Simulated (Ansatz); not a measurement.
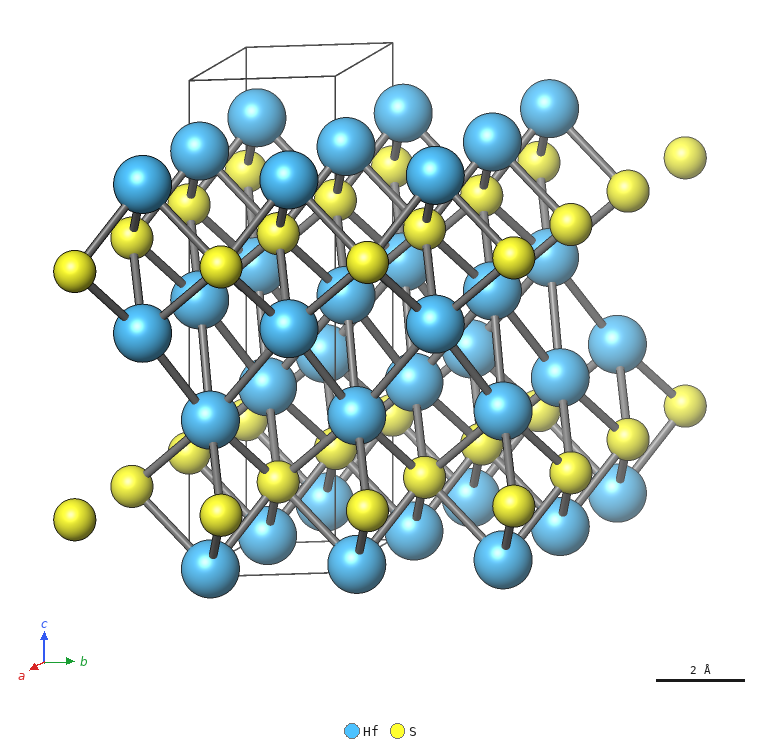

**Figure 1.** The input geometry (ball-and-stick view of the cell of the calculation, repeated 3 × 3 × 1, seen slightly off an axis).

**Run report: Hf₂S, geometry relaxation (part 1 of 2)**

Hf₂S (6 atoms in the cell), computed with DFT r2SCAN, scalar-relativistic, plane waves, PAW, no spin polarisation (Ansatz 0.2.0).

The structure derives from a Materials Project entry.

Input
```yaml
crystal:
  lattice:
    - [3.3742737662, 0.0, 0.0]
    - [-1.6871368831, 2.9222068008, 0.0]
    - [0.0, 0.0, 11.71740703]
  atoms:
    - { symbol: Hf, position: [0.66666667, 0.33333333, 0.89981164] }
    - { symbol: Hf, position: [0.33333333, 0.66666667, 0.39981164] }
    - { symbol: Hf, position: [0.66666667, 0.33333333, 0.60018836] }
    - { symbol: Hf, position: [0.33333333, 0.66666667, 0.10018836] }
    - { symbol: S, position: [0.0, 0.0, 0.75] }
    - { symbol: S, position: [0.0, 0.0, 0.25] }
basis:
  ecutwfc: 500
kpoints:
  mp_grid: { grid: [12, 12, 4] }
hamiltonian:
  xc: r2scan
scf:
  occupations: { method: gaussian, width: 0.1 }
output:
  forces: true
  stress: true
  eigenvalues: true
  write_density: true
  write_potential: true
  elf: true
  volumetric_format: npy
relax:
  adjacent_minimum: "off"
  f_tol: 0.005
  max_steps: 80
  cell: { stress_tol: 0.05 }
```

Launch command:
```bash
ansatz run input.yaml --threads 1 --pin off --max-ram 2560MiB --backend cpu --events-out ev --progress --plain --runs-dir out
```

The program's output
```
Engine: ansatz 0.2.0, x86_64-unknown-linux-gnu
Pseudopotentials: kind: paw
Pseudopotential: Hf, paw, valence charge 26, recommended cutoff 500 eV (meta_gga), Hf.paw.azcp
Pseudopotential: S, paw, valence charge 6, recommended cutoff 500 eV (meta_gga), S.paw.azcp
Functional definition: r2SCAN
  parameter k0 = 0.174
  parameter k1 = 0.065
  parameter a1 = 4.9479
  exchange = r2scan_x(k0 = k0, k1 = k1, a1 = a1)
  correlation = r2scan_c
Crystal: 6 atoms, lattice volume = 115.537 Å³
Basis set: ecut = 500 eV, 2923 PW (Γ), exchange–correlation on 100×100×360 points (64 copies of the dense FFT grid, shifted against one another)
Bands: 70, of which v1, the nominal top of the filled ones, is band 58 counted from 1 (57 counted from 0)
Symmetry: 24 space group operations
Space group: P63/mmc (ITA 194), of the structure as read, at distance tolerance 4.9e-5 Å
k-points: 57 of 576
Non-local potential: Hf, projectors of the file, l = 0: 3, l = 1: 2, l = 2: 2, l = 3: 3
Non-local potential: S, projectors of the file, l = 0: 2, l = 1: 2, l = 2: 2
PAW form: soft (Blöchl's): semilocal exchange-correlation on the pseudo side does not see the compensation charge
PAW frozen core: Hf, regenerated for the run's functional (the file was generated under x = pbe(κ = 0.804, μ = 0.2195149727645171), c = pbe(β = 0.06672455060314922))
PAW frozen core: S, regenerated for the run's functional (the file was generated under x = pbe(κ = 0.804, μ = 0.2195149727645171), c = pbe(β = 0.06672455060314922))
PAW one-centre angular grid: Hf, 974 points (default); XC on 160 Gauss nodes
PAW one-centre angular grid: S, 302 points (default); XC on 160 Gauss nodes
Initial density: superposition of atomic densities (neutral atoms: chi_scale 0, normalization atom), corrected by the library's trained network
Initial wavefunctions: pseudopotential atomic-orbital guess
Functional: x = r2scan, c = r2scan; τ floored in thin density (d = 2e-4 eV/Å³)
SCF iter   1: F=—  HF=-64750.810096 eV  |F-HF|=—  |Δ(HF+E_count)|=         —  Δρ=9.13e-3  dr2=1.14e-1  dr2_τ=1.14e-1  ethr=1.77e-3  ⟨swp⟩=5.1  Hψ=12961  notcnv=0  defer=12
preconditioner: auto → Kerker (q_TF=auto, 2.730 Å⁻¹)  [metal: Δε(μ)=0.008 eV  Ē_g=17.995 eV  σ=0.100 eV  W_gap=0.05  n_scr=52 (ndim 8)  ℏωp=35.9 eV  f_vac=0.000  D(μ)=2.72/eV (n_scr^D=6)]
SCF iter   2: F=—  HF=-64750.899990 eV  |F-HF|=—  |Δ(HF+E_count)|=   8.99e-2  Δρ=5.39e-3  dr2=5.03e-2  dr2_τ=4.28e-3  ethr=9.80e-5  ⟨swp⟩=2.0  Hψ=8307  notcnv=0  defer=300
SCF iter   3: F=—  HF=-64750.898531 eV  |F-HF|=—  |Δ(HF+E_count)|=   1.46e-3  Δρ=4.09e-3  dr2=3.42e-2  dr2_τ=7.08e-4  ethr=4.33e-5  ⟨swp⟩=2.0  Hψ=5286  notcnv=0  defer=300
SCF iter   4: F=—  HF=-64750.899371 eV  |F-HF|=—  |Δ(HF+E_count)|=   8.40e-4  Δρ=9.65e-4  dr2=4.70e-3  dr2_τ=9.06e-5  ethr=2.94e-5  ⟨swp⟩=2.0  Hψ=6084  notcnv=0  defer=300
SCF iter   5: F=—  HF=-64750.898974 eV  |F-HF|=—  |Δ(HF+E_count)|=   3.97e-4  Δρ=3.62e-4  dr2=6.74e-4  dr2_τ=7.38e-6  ethr=4.05e-6  ⟨swp⟩=2.0  Hψ=4351  notcnv=0  defer=300
SCF iter   6: F=—  HF=-64750.898914 eV  |F-HF|=—  |Δ(HF+E_count)|=   6.04e-5  Δρ=9.85e-5  dr2=1.88e-5  dr2_τ=3.57e-7  ethr=5.81e-7  ⟨swp⟩=2.0  Hψ=6085  notcnv=0  defer=300
SCF iter   7: F=—  HF=-64750.898912 eV  |F-HF|=—  |Δ(HF+E_count)|=   1.52e-6  Δρ=2.91e-5  dr2=1.20e-6  dr2_τ=2.76e-8  ethr=1.62e-8  ⟨swp⟩=2.0  Hψ=6692  notcnv=0  defer=300
SCF iter   8: F=-64750.898913 eV  HF=-64750.898913 eV  |F-HF|=1.20e-8  |Δ(HF+E_count)|=   7.66e-7  Δρ=8.24e-6  dr2=9.90e-8  dr2_τ=3.81e-9  ethr=8.62e-11  ⟨swp⟩=11.4  Hψ=31784  notcnv=0
SCF 1 converged in 8 iterations: F = -64750.898913 eV  dr2 = 9.90e-8
  greatest PAW one-centre occupation: 0.998 electrons in one spin orbital (limit 2), on the Hf atom at site 2 (counted from 0), in its partial waves of l = 3
relax step   1: F+E_penalty+E_count = -64750.89891306 eV  Δ(F+E_penalty+E_count) = +0.000e0 eV  max|allowed force component| = 1.531e-2 eV/Å  Δτ_max = 0.0000 Å  P = +0.891 GPa  Ω = 115.537 Å³  (8 SCF iters, dr2 threshold 1.00e-7 eV, accepted)
Crystal: 6 atoms, lattice volume = 119.097 Å³
Basis set: ecut = 500 eV, 3031 PW (Γ), exchange–correlation on 100×100×360 points (64 copies of the dense FFT grid, shifted against one another)
Initial density: handed on by an earlier stage of this run
Initial wavefunctions: those handed on with the density
iter 1 solved again at ethr=1.26e-4 eV; its pass at ethr=3.10e-3 eV (dr2=1.46e-1 eV) is discarded
SCF iter   1: F=—  HF=-64750.660765 eV  |F-HF|=—  |Δ(HF+E_count)|=         —  Δρ=5.06e-3  dr2=1.45e-1  dr2_τ=3.45e-1  ethr=1.26e-4  ⟨swp⟩=1.5  Hψ=17977  notcnv=0
preconditioner: auto → Kerker (q_TF=auto, 2.716 Å⁻¹)  [metal: Δε(μ)=0.003 eV  Ē_g=17.795 eV  σ=0.100 eV  W_gap=0.02  n_scr=52 (ndim 8)  ℏωp=35.4 eV  f_vac=0.000  D(μ)=2.46/eV (n_scr^D=6)]
SCF iter   2: F=—  HF=-64750.862372 eV  |F-HF|=—  |Δ(HF+E_count)|=   2.02e-1  Δρ=2.97e-3  dr2=5.43e-2  dr2_τ=2.81e-4  ethr=1.25e-4  ⟨swp⟩=2.1  Hψ=7604  notcnv=0
SCF iter   3: F=—  HF=-64750.853747 eV  |F-HF|=—  |Δ(HF+E_count)|=   8.62e-3  Δρ=1.17e-3  dr2=9.77e-3  dr2_τ=1.23e-4  ethr=4.68e-5  ⟨swp⟩=2.0  Hψ=5055  notcnv=0
SCF iter   4: F=—  HF=-64750.852069 eV  |F-HF|=—  |Δ(HF+E_count)|=   1.68e-3  Δρ=7.68e-4  dr2=1.74e-3  dr2_τ=5.95e-5  ethr=8.42e-6  ⟨swp⟩=2.0  Hψ=6270  notcnv=0
SCF iter   5: F=—  HF=-64750.851684 eV  |F-HF|=—  |Δ(HF+E_count)|=   3.85e-4  Δρ=4.58e-4  dr2=2.15e-4  dr2_τ=1.73e-5  ethr=1.50e-6  ⟨swp⟩=2.0  Hψ=6274  notcnv=0
SCF iter   6: F=—  HF=-64750.851741 eV  |F-HF|=—  |Δ(HF+E_count)|=   5.67e-5  Δρ=9.33e-5  dr2=1.18e-5  dr2_τ=1.68e-6  ethr=1.86e-7  ⟨swp⟩=2.0  Hψ=6502  notcnv=0
SCF iter   7: F=—  HF=-64750.851751 eV  |F-HF|=—  |Δ(HF+E_count)|=   1.02e-5  Δρ=3.84e-5  dr2=2.17e-6  dr2_τ=8.20e-8  ethr=1.01e-8  ⟨swp⟩=2.0  Hψ=7301  notcnv=0
SCF iter   8: F=-64750.851751 eV  HF=-64750.851751 eV  |F-HF|=1.37e-7  |Δ(HF+E_count)|=   9.08e-8  Δρ=1.37e-5  dr2=2.91e-7  dr2_τ=1.40e-8  ethr=5.17e-10  ⟨swp⟩=12.1  Hψ=37340  notcnv=0
the search or the solves at the SCF's close seem to have found levels that the self-consistency loop had missed (the run counts 1). By its estimate they hold under 1e-12 electrons; where the run keeps them, the occupations were computed again with them
SCF 2 converged in 8 iterations: F = -64750.851751 eV  dr2 = 2.91e-7
  greatest PAW one-centre occupation: 0.998 electrons in one spin orbital (limit 2), on the Hf atom at site 3 (counted from 0), in its partial waves of l = 3
relax step   2: F+E_penalty+E_count = -64750.85175069 eV  Δ(F+E_penalty+E_count) = +4.716e-2 eV  max|allowed force component| = 3.469e-1 eV/Å  Δτ_max = 0.0280 Å  P = -3.243 GPa  Ω = 119.097 Å³  energy of the carried Pulay correction = -4.213e-4 eV  (8 SCF iters, dr2 threshold 6.00e-7 eV, rejected (line search))
Crystal: 6 atoms, lattice volume = 116.198 Å³
Basis set: ecut = 500 eV, 2935 PW (Γ), exchange–correlation on 100×100×360 points (64 copies of the dense FFT grid, shifted against one another)
iter 1 solved again at ethr=7.23e-5 eV; its pass at ethr=3.10e-3 eV (dr2=8.38e-2 eV) is discarded
SCF iter   1: F=—  HF=-64750.739081 eV  |F-HF|=—  |Δ(HF+E_count)|=         —  Δρ=4.06e-3  dr2=8.48e-2  dr2_τ=2.54e-1  ethr=7.23e-5  ⟨swp⟩=1.4  Hψ=17681  notcnv=0
preconditioner: auto → Kerker (q_TF=auto, 2.728 Å⁻¹)  [metal: Δε(μ)=0.037 eV  Ē_g=17.767 eV  σ=0.100 eV  W_gap=0.20  n_scr=52 (ndim 8)  ℏωp=35.8 eV  f_vac=0.000  D(μ)=2.51/eV (n_scr^D=6)]
SCF iter   2: F=—  HF=-64750.908822 eV  |F-HF|=—  |Δ(HF+E_count)|=   1.70e-1  Δρ=2.61e-3  dr2=4.01e-2  dr2_τ=1.61e-4  ethr=7.23e-5  ⟨swp⟩=2.0  Hψ=7950  notcnv=0
SCF iter   3: F=—  HF=-64750.901674 eV  |F-HF|=—  |Δ(HF+E_count)|=   7.15e-3  Δρ=1.06e-3  dr2=4.84e-3  dr2_τ=2.60e-4  ethr=3.46e-5  ⟨swp⟩=2.3  Hψ=5938  notcnv=0
SCF iter   4: F=—  HF=-64750.900643 eV  |F-HF|=—  |Δ(HF+E_count)|=   1.03e-3  Δρ=7.55e-4  dr2=1.13e-3  dr2_τ=7.23e-5  ethr=4.17e-6  ⟨swp⟩=2.0  Hψ=6271  notcnv=0
SCF iter   5: F=—  HF=-64750.900652 eV  |F-HF|=—  |Δ(HF+E_count)|=   8.34e-6  Δρ=3.73e-4  dr2=1.66e-4  dr2_τ=1.43e-5  ethr=9.72e-7  ⟨swp⟩=2.0  Hψ=6270  notcnv=0
SCF iter   6: F=—  HF=-64750.900682 eV  |F-HF|=—  |Δ(HF+E_count)|=   2.98e-5  Δρ=1.09e-4  dr2=1.36e-5  dr2_τ=6.21e-7  ethr=1.43e-7  ⟨swp⟩=2.0  Hψ=6507  notcnv=0
SCF iter   7: F=—  HF=-64750.900689 eV  |F-HF|=—  |Δ(HF+E_count)|=   7.86e-6  Δρ=2.99e-5  dr2=1.52e-6  dr2_τ=5.01e-8  ethr=1.18e-8  ⟨swp⟩=2.0  Hψ=7297  notcnv=0
SCF iter   8: F=—  HF=-64750.900678 eV  |F-HF|=—  |Δ(HF+E_count)|=   1.16e-5  Δρ=1.06e-5  dr2=1.65e-7  dr2_τ=6.24e-9  ethr=1.31e-9  ⟨swp⟩=2.0  Hψ=7290  notcnv=0
SCF iter   9: F=—  HF=-64750.900678 eV  |F-HF|=—  |Δ(HF+E_count)|=   1.81e-8  Δρ=2.75e-6  dr2=6.16e-9  dr2_τ=2.30e-9  ethr=1.42e-10  ⟨swp⟩=2.0  Hψ=7298  notcnv=0
SCF iter  10: F=—  HF=-64750.900678 eV  |F-HF|=—  |Δ(HF+E_count)|=   2.93e-9  Δρ=8.28e-7  dr2=7.36e-10  dr2_τ=4.09e-11  ethr=5.31e-12  ⟨swp⟩=2.0  Hψ=7296  notcnv=0
SCF iter  11: F=—  HF=-64750.900678 eV  |F-HF|=—  |Δ(HF+E_count)|=  1.75e-10  Δρ=2.19e-7  dr2=5.54e-11  dr2_τ=9.25e-12  ethr=1.00e-12  ⟨swp⟩=5.0  Hψ=21895  notcnv=0
SCF iter  12: F=-64750.900678 eV  HF=-64750.900678 eV  |F-HF|=2.91e-11  |Δ(HF+E_count)|=  3.64e-11  Δρ=6.04e-8  dr2=5.36e-12  dr2_τ=1.30e-13  ethr=1.00e-12  ⟨swp⟩=5.3  Hψ=17703  notcnv=0
SCF 3 converged in 12 iterations: F = -64750.900678 eV  dr2 = 5.36e-12
relax step   3: F+E_penalty+E_count = -64750.90067779 eV  Δ(F+E_penalty+E_count) = -1.765e-3 eV  max|allowed force component| = 2.733e-2 eV/Å  Δτ_max = 0.0032 Å  P = +0.091 GPa  Ω = 116.198 Å³  energy of the carried Pulay correction = -7.913e-5 eV  (12 SCF iters, accepted)
Crystal: 6 atoms, lattice volume = 116.247 Å³
iter 1 solved again at ethr=3.36e-8 eV; its pass at ethr=3.10e-3 eV (dr2=3.90e-5 eV) is discarded
SCF iter   1: F=—  HF=-64750.900595 eV  |F-HF|=—  |Δ(HF+E_count)|=         —  Δρ=1.56e-4  dr2=3.78e-5  dr2_τ=4.23e-4  ethr=3.36e-8  ⟨swp⟩=2.0  Hψ=16592  notcnv=0
preconditioner: auto → Kerker (q_TF=auto, 2.727 Å⁻¹)  [metal: Δε(μ)=0.009 eV  Ē_g=17.775 eV  σ=0.100 eV  W_gap=0.05  n_scr=52 (ndim 8)  ℏωp=35.8 eV  f_vac=0.000  D(μ)=2.67/eV (n_scr^D=6)]
SCF iter   2: F=—  HF=-64750.900815 eV  |F-HF|=—  |Δ(HF+E_count)|=   2.20e-4  Δρ=8.05e-5  dr2=1.31e-5  dr2_τ=2.85e-7  ethr=3.26e-8  ⟨swp⟩=2.0  Hψ=7299  notcnv=0
SCF iter   3: F=—  HF=-64750.900813 eV  |F-HF|=—  |Δ(HF+E_count)|=   1.61e-6  Δρ=2.77e-5  dr2=2.58e-6  dr2_τ=9.10e-8  ethr=1.13e-8  ⟨swp⟩=2.0  Hψ=4509  notcnv=0
SCF iter   4: F=—  HF=-64750.900813 eV  |F-HF|=—  |Δ(HF+E_count)|=   4.01e-7  Δρ=1.56e-5  dr2=4.25e-7  dr2_τ=2.19e-8  ethr=2.22e-9  ⟨swp⟩=2.0  Hψ=4497  notcnv=0
SCF iter   5: F=-64750.900812 eV  HF=-64750.900813 eV  |F-HF|=6.77e-8  |Δ(HF+E_count)|=   1.93e-8  Δρ=5.30e-6  dr2=3.53e-8  dr2_τ=3.01e-9  ethr=7.89e-11  ⟨swp⟩=7.4  Hψ=27904  notcnv=0
SCF 4 converged in 5 iterations: F = -64750.900812 eV  dr2 = 3.53e-8
relax step   4: F+E_penalty+E_count = -64750.90081250 eV  Δ(F+E_penalty+E_count) = -1.347e-4 eV  max|allowed force component| = 1.511e-2 eV/Å  Δτ_max = 0.0011 Å  P = +0.023 GPa  Ω = 116.247 Å³  energy of the carried Pulay correction = -8.496e-5 eV  (5 SCF iters, dr2 threshold 9.15e-8 eV, accepted)
Crystal: 6 atoms, lattice volume = 116.261 Å³
iter 1 solved again at ethr=6.10e-8 eV; its pass at ethr=3.10e-3 eV (dr2=7.07e-5 eV) is discarded
SCF iter   1: F=—  HF=-64750.900593 eV  |F-HF|=—  |Δ(HF+E_count)|=         —  Δρ=1.64e-4  dr2=6.78e-5  dr2_τ=4.96e-4  ethr=6.10e-8  ⟨swp⟩=2.0  Hψ=13655  notcnv=0
preconditioner: auto → Kerker (q_TF=auto, 2.727 Å⁻¹)  [metal: Δε(μ)=0.004 eV  Ē_g=17.774 eV  σ=0.100 eV  W_gap=0.02  n_scr=52 (ndim 8)  ℏωp=35.8 eV  f_vac=0.000  D(μ)=2.69/eV (n_scr^D=6)]
SCF iter   2: F=—  HF=-64750.900844 eV  |F-HF|=—  |Δ(HF+E_count)|=   2.51e-4  Δρ=9.07e-5  dr2=2.64e-5  dr2_τ=2.34e-7  ethr=5.84e-8  ⟨swp⟩=2.0  Hψ=7298  notcnv=0
SCF iter   3: F=—  HF=-64750.900838 eV  |F-HF|=—  |Δ(HF+E_count)|=   5.44e-6  Δρ=3.31e-5  dr2=4.32e-6  dr2_τ=1.29e-7  ethr=2.28e-8  ⟨swp⟩=2.0  Hψ=4543  notcnv=0
SCF iter   4: F=—  HF=-64750.900854 eV  |F-HF|=—  |Δ(HF+E_count)|=   1.61e-5  Δρ=2.27e-5  dr2=1.01e-6  dr2_τ=4.30e-8  ethr=3.72e-9  ⟨swp⟩=2.0  Hψ=6270  notcnv=0
SCF iter   5: F=—  HF=-64750.900854 eV  |F-HF|=—  |Δ(HF+E_count)|=   1.06e-7  Δρ=1.45e-5  dr2=2.99e-7  dr2_τ=1.84e-8  ethr=8.68e-10  ⟨swp⟩=2.0  Hψ=6269  notcnv=0
SCF iter   6: F=-64750.900854 eV  HF=-64750.900854 eV  |F-HF|=5.81e-9  |Δ(HF+E_count)|=   2.14e-9  Δρ=3.10e-6  dr2=9.40e-9  dr2_τ=4.50e-10  ethr=1.23e-11  ⟨swp⟩=7.4  Hψ=27799  notcnv=0
SCF 5 converged in 6 iterations: F = -64750.900854 eV  dr2 = 9.40e-9
relax step   5: F+E_penalty+E_count = -64750.90085416 eV  Δ(F+E_penalty+E_count) = -4.166e-5 eV  max|allowed force component| = 4.170e-4 eV/Å  Δτ_max = 0.0012 Å  P = +0.001 GPa  Ω = 116.261 Å³  energy of the carried Pulay correction = -8.671e-5 eV  (6 SCF iters, dr2 threshold 1.43e-8 eV, accepted)
Initial wavefunctions: pseudopotential atomic-orbital guess (no wavefunctions were taken with the density)
iter 1 solved again at ethr=8.10e-8 eV; its pass at ethr=3.10e-3 eV (dr2=9.39e-5 eV) is discarded
SCF iter   1: F=—  HF=-64750.900922 eV  |F-HF|=—  |Δ(HF+E_count)|=         —  Δρ=5.43e-6  dr2=1.11e-8  dr2_τ=2.12e-8  ethr=8.10e-8  ⟨swp⟩=3.4  Hψ=24248  notcnv=0
eigensolver tolerance schedule: the retry pair's looser diagonalisation over-reported the residual by 8465.20 of it (diagonalisation noise at 0.28 of the residual, at the tolerance the schedule requests for it); recorded, not acted on — ethr = c·dr2/N_el stays at c = 1.0e-1
preconditioner: auto → Kerker (q_TF=auto, 2.727 Å⁻¹)  [metal: Δε(μ)=0.005 eV  Ē_g=17.773 eV  σ=0.100 eV  W_gap=0.03  n_scr=52 (ndim 8)  ℏωp=35.8 eV  f_vac=0.000  D(μ)=2.69/eV (n_scr^D=6)]
SCF iter   2: F=—  HF=-64750.900937 eV  |F-HF|=—  |Δ(HF+E_count)|=   1.42e-5  Δρ=3.15e-6  dr2=5.95e-9  dr2_τ=1.46e-9  ethr=9.56e-12  ⟨swp⟩=3.0  Hψ=10417  notcnv=0
SCF iter   3: F=—  HF=-64750.900937 eV  |F-HF|=—  |Δ(HF+E_count)|=   8.13e-9  Δρ=7.89e-7  dr2=8.50e-10  dr2_τ=8.33e-11  ethr=5.13e-12  ⟨swp⟩=2.0  Hψ=6530  notcnv=0
SCF iter   4: F=—  HF=-64750.900937 eV  |F-HF|=—  |Δ(HF+E_count)|=  3.49e-10  Δρ=5.84e-7  dr2=2.50e-10  dr2_τ=6.26e-11  ethr=1.00e-12  ⟨swp⟩=2.0  Hψ=7296  notcnv=0
SCF iter   5: F=—  HF=-64750.900937 eV  |F-HF|=—  |Δ(HF+E_count)|=  2.33e-10  Δρ=2.18e-7  dr2=7.42e-11  dr2_τ=9.51e-12  ethr=1.00e-12  ⟨swp⟩=1.0  Hψ=3990  notcnv=0
SCF iter   6: F=-64750.900937 eV  HF=-64750.900937 eV  |F-HF|=0.00e0  |Δ(HF+E_count)|=  1.46e-11  Δρ=5.02e-8  dr2=6.28e-12  dr2_τ=2.26e-13  ethr=1.00e-12  ⟨swp⟩=5.9  Hψ=17746  notcnv=0
SCF 6 converged in 6 iterations: F = -64750.900937 eV  dr2 = 6.28e-12
relax step   6: F+E_penalty+E_count = -64750.90093664 eV  Δ(F+E_penalty+E_count) = -8.248e-5 eV  max|allowed force component| = 3.724e-4 eV/Å  Δτ_max = 0.0000 Å  P = +0.002 GPa  Ω = 116.261 Å³  stress off target by 2.61e-3 GPa  SCF on the basis re-selected at this cell (its energy is not comparable with the rows above)  (6 SCF iters)
```

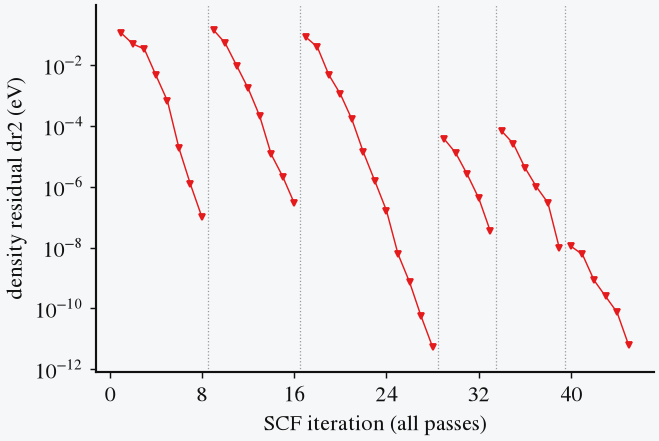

**Figure 2.** Convergence of the self-consistent field: density residual dr2 against the SCF iteration. The dotted lines part the SCF passes of the relaxation: geometry steps, rejected trials and re-solves on a re-selected basis. The 6 passes take 5 to 12 iterations each, 45 in all.
